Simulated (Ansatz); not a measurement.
**Energy of SnO along a shift of atoms along one path**

System: SnO (slab, 8 atoms in the cell).
Method: DFT PBE+D3(BJ), scalar-relativistic, plane waves, PAW, PAW set soft_1, no spin polarisation (Ansatz 0.2.0).

The 5 runs differ only in the geometry, by a shift of atoms along one path in a fixed cell. The shift s is measured from run 3: O6 moves along the Cartesian direction (0.71, 0.71, 0.00), and Sn5, O7 and Sn8 with it in fixed proportion. The structure derives from an entry of the Crystallography Open Database.

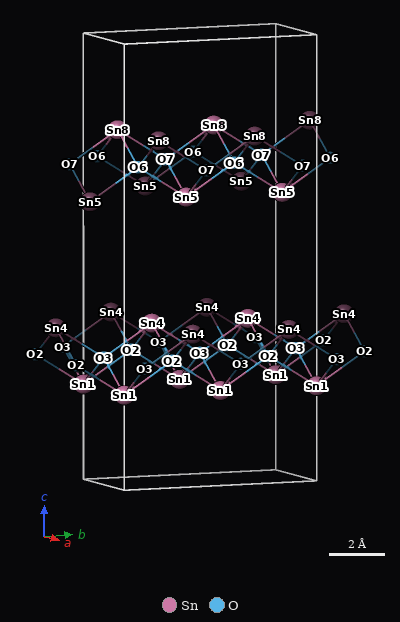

Figure 1. The structure of run 3 (ball-and-stick view of the 1 × 2 repeat of the cell, with the vacuum cut short, seen slightly off an axis; neighbours outside the cell are drawn fainter; atoms are numbered from 1 in the order of the input). An atom can appear more than once, as a periodic image.

**Input of run 3**
```yaml
crystal:
  lattice:
    - [3.820152616, 0.0002954389, 0.0]
    - [-0.0003145156, 3.8201526145, 0.0]
    - [0.0, 0.0, 22.2260756252]
  atoms:
    - { symbol: Sn, position: [0.9999453016, 0.9999453016, 0.202464892] }
    - { symbol: O, position: [0.9999461184, 0.4999461184, 0.2556240248] }
    - { symbol: O, position: [0.4999461184, 0.9999461184, 0.2556240248] }
    - { symbol: Sn, position: [0.4999453016, 0.4999453016, 0.3087831576] }
    - { symbol: Sn, position: [0.7499453016, 0.7499453016, 0.5202464892] }
    - { symbol: O, position: [0.7499461184, 0.2499461184, 0.573405622] }
    - { symbol: O, position: [0.2499461184, 0.7499461184, 0.573405622] }
    - { symbol: Sn, position: [0.2499453016, 0.2499453016, 0.6265647548] }
basis:
  ecutwfc: 420
kpoints:
  mp_grid: { grid: [7, 7, 1] }
hamiltonian:
  xc: pbe
  pseudopotentials: { kind: paw, azcp: { folder: soft_1 } }
  dispersion: d3bj
scf:
  occupations: { method: gaussian, width: 0.05 }
output:
  forces: true
  eigenvalues: true
efield:
  axis: 3
  dipole_correction: true
  ramp_width: 0.04
```

Command:
```bash
ansatz run input.yaml --threads 2 --pin off --max-ram 6144MiB --backend cpu --events-out ev --progress --plain --runs-dir out
```

Run 4 differs from it as follows:
```diff
-    - { symbol: Sn, position: [0.7499453016, 0.7499453016, 0.5202464892] }
-    - { symbol: O, position: [0.7499461184, 0.2499461184, 0.573405622] }
-    - { symbol: O, position: [0.2499461184, 0.7499461184, 0.573405622] }
-    - { symbol: Sn, position: [0.2499453016, 0.2499453016, 0.6265647548] }
+    - { symbol: Sn, position: [0.8749453016, 0.8749453016, 0.5202464892] }
+    - { symbol: O, position: [0.8749461184, 0.3749461184, 0.573405622] }
+    - { symbol: O, position: [0.3749461184, 0.8749461184, 0.573405622] }
+    - { symbol: Sn, position: [0.3749453016, 0.3749453016, 0.6265647548] }
```

**Results, with one run withheld**

```tsv
run	shift s of O6 (Å)	free energy per atom, from the lowest run given (meV)	gap on the mesh (eV)	force along the path (eV/Å)
1	−1.3506	3.02	2.67	0.000
2	−0.6753	2.45	2.68	0.012
3	0.0000	1.25	2.69	0.014
4	0.6753	?	?	?
5	1.3506	0.00	2.71	0.000
```

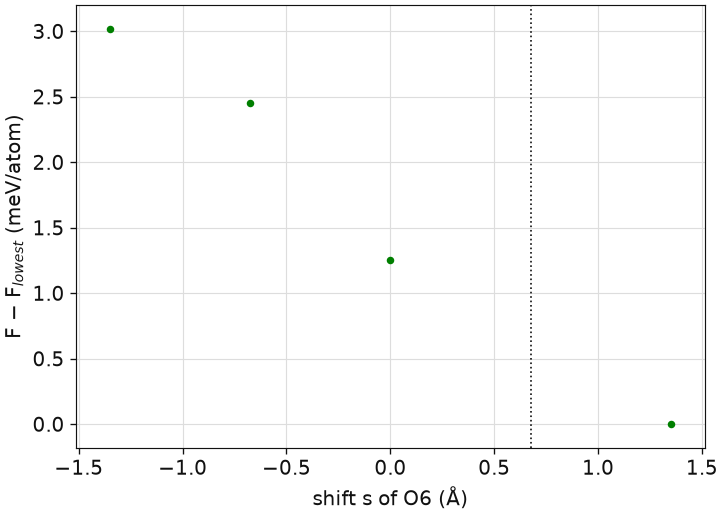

Figure 2. Free energy per atom of the runs given; the dotted line marks run 4.

Fit the runs given and predict run 4.

A quadratic polynomial in the coordinate, fitted to the 4 runs given, misses them by at most 0.22 meV per atom. With x = s + 0.1688, it reads F = 1.6134 − 1.1815 x + 0.066782 x² (meV per atom). At run 4 it gives 0.66 meV per atom, and the run itself gives 0.31. The slope of the fit gives a force −dF/ds of 0.009 eV/Å along the path (summed over the atoms that move), and the printed forces give 0.008 eV/Å. The fit has no minimum inside this range. The gap on the mesh goes, without turning, from 2.67 eV in run 1 to 2.71 eV in run 5; run 4 has 2.70 eV. These are gaps of this functional on this mesh, which can miss the band edges; they aren't the measured gap.

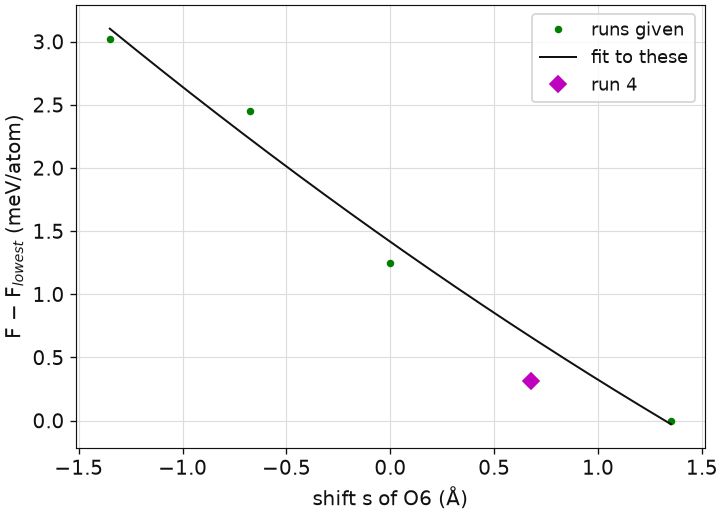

Figure 3. The fit and the withheld run.

**Output, shortened to warnings, some set-up lines, iterations and results (run 4)**
```
Basis set: ecut = 420 eV, 6355 PW (Γ), exchange–correlation on 54×54×300 points (8 copies of the dense FFT grid, shifted against one another)
Symmetry: 2 space group operations
k-points: 16 of 49 (time reversal used)
Initial density: superposition of atomic densities (neutral atoms: chi_scale 0, normalization atom)
[...]
SCF iter   1: F=—  HF=-26376.216442 eV  |F-HF|=—  |Δ(HF+E_count)|=         —  Δρ=9.27e-2  dr2=3.31e1  ethr=3.10e-3  p=-0.000 e·Å  D=-2.32e-7 V/Å  ΔV_dip=0.00 eV  …
SCF iter   2: F=—  HF=-26370.126672 eV  |F-HF|=—  |Δ(HF+E_count)|=    6.09e0  Δρ=6.55e-2  dr2=1.04e1  ethr=3.10e-3  p=-0.000 e·Å  D=-6.92e-6 V/Å  ΔV_dip=0.00 eV  …
SCF iter   3: F=—  HF=-26368.177022 eV  |F-HF|=—  |Δ(HF+E_count)|=    1.95e0  Δρ=1.43e-2  dr2=6.20e-1  ethr=3.10e-3  p=-0.000 e·Å  D=-4.02e-6 V/Å  ΔV_dip=0.00 eV  …
SCF iter   4: F=—  HF=-26368.125286 eV  |F-HF|=—  |Δ(HF+E_count)|=   5.17e-2  Δρ=5.80e-3  dr2=1.83e-1  ethr=7.75e-4  p=0.000 e·Å  D=9.10e-5 V/Å  ΔV_dip=-0.00 eV  …
SCF iter   5: F=—  HF=-26368.093194 eV  |F-HF|=—  |Δ(HF+E_count)|=   3.21e-2  Δρ=1.92e-3  dr2=1.92e-2  ethr=2.29e-4  p=-0.000 e·Å  D=-2.54e-5 V/Å  ΔV_dip=0.00 eV  …
SCF iter   6: F=—  HF=-26368.090296 eV  |F-HF|=—  |Δ(HF+E_count)|=   2.90e-3  Δρ=4.07e-4  dr2=3.77e-3  ethr=2.40e-5  p=0.000 e·Å  D=8.87e-5 V/Å  ΔV_dip=-0.00 eV  …
SCF iter   7: F=—  HF=-26368.089821 eV  |F-HF|=—  |Δ(HF+E_count)|=   4.75e-4  Δρ=3.55e-4  dr2=6.58e-4  ethr=4.72e-6  p=-0.000 e·Å  D=-8.18e-6 V/Å  ΔV_dip=0.00 eV  …
SCF iter   8: F=—  HF=-26368.089682 eV  |F-HF|=—  |Δ(HF+E_count)|=   1.38e-4  Δρ=8.05e-5  dr2=3.10e-5  ethr=8.22e-7  p=0.000 e·Å  D=1.09e-5 V/Å  ΔV_dip=-0.00 eV  …
SCF iter   9: F=—  HF=-26368.089453 eV  |F-HF|=—  |Δ(HF+E_count)|=   2.29e-4  Δρ=2.89e-5  dr2=3.13e-6  ethr=3.87e-8  p=-0.000 e·Å  D=-1.26e-5 V/Å  ΔV_dip=0.00 eV  …
SCF iter  10: F=—  HF=-26368.089453 eV  |F-HF|=—  |Δ(HF+E_count)|=   4.47e-7  Δρ=7.05e-6  dr2=1.55e-7  ethr=3.91e-9  p=0.000 e·Å  D=2.84e-6 V/Å  ΔV_dip=-0.00 eV  …
SCF iter  11: F=-26368.089453 eV  HF=-26368.089453 eV  |F-HF|=2.06e-9  |Δ(HF+E_count)|=   1.06e-8  Δρ=1.49e-6  dr2=4.08e-9  ethr=1.25e-10  p=-0.000 e·Å  D=-5.80e-8 V/Å  …
SCF 1 converged in 11 iterations: F = -26368.089453 eV  dr2 = 4.08e-9
SCF converged after 11 iterations
Free energy (F): -26368.089453 eV
Harris-Foulkes:  -26368.089453 eV  (|F-HF|=2.06e-9)
Internal energy: -26368.089453 eV  (E = F + TS)
E sigma→0 (E₀):  -26368.089453 eV
Fermi energy:    2.251123 eV
Dipole field:    D = -0.000000 V/Å  (p = -0.000001 e·Å, saw-weighted, corrected)
Work function:   Φ+ = 3.9035 eV   Φ− = 3.9035 eV
Levels:          The Fermi level and band energies are counted from a zero that moves with the ramp; work functions are not
--- Per-component energies (eV) ---
  E_band       = -990.688781
  E_kinetic    = 1341.625878
  E_local      = -36302.415948  (includes V_loc(G=0)·N_el)
  E_nonlocal   = 789.976606
  E_hartree    = 17663.293110
  E_xc         = -787.952307
  E_vxc        = -683.216019  (∫ρ·V_xc dr)
  E_paw        = -18126.209136  (= ΣΔE_a)
  E_vpaw       = -1463.252738  (= ΣTr[D̂ρ^β])
  E_aug_tail   = 0.004186  (compensation charges beyond the density's cutoff)
  E_efield     = 0.000000  (sawtooth field / dipole correction)
  E_vefield    = 0.000000  (∫n·V_field dr)
  E_ewald      = 9054.790182
  E_disp       = -1.202023  (pairwise vdW)
  E_smearing   = -0.000000  (= −TS)
  E_closure    = 0.000000  (closes the sum)
  Σ components = -26368.089453   (vs F -26368.089453, Δ=0.00e0)
--- Forces (eV/Å), atoms counted from 1 ---
  atom   1  Sn    -0.00071685    -0.00071696     0.01129594
  atom   2  O     -0.00396605     0.00136907     0.00539679
  atom   3  O      0.00136970    -0.00396583     0.00539679
  atom   4  Sn    -0.00200942    -0.00200974     0.06297031
  atom   5  Sn     0.00203014     0.00203047    -0.06297989
  atom   6  O     -0.00139057     0.00394571    -0.00539769
  atom   7  O      0.00394593    -0.00138994    -0.00539769
  atom   8  Sn     0.00073745     0.00073757    -0.01128410
  max |Σ_I F_I| component: 4.60e-7 eV/Å
```
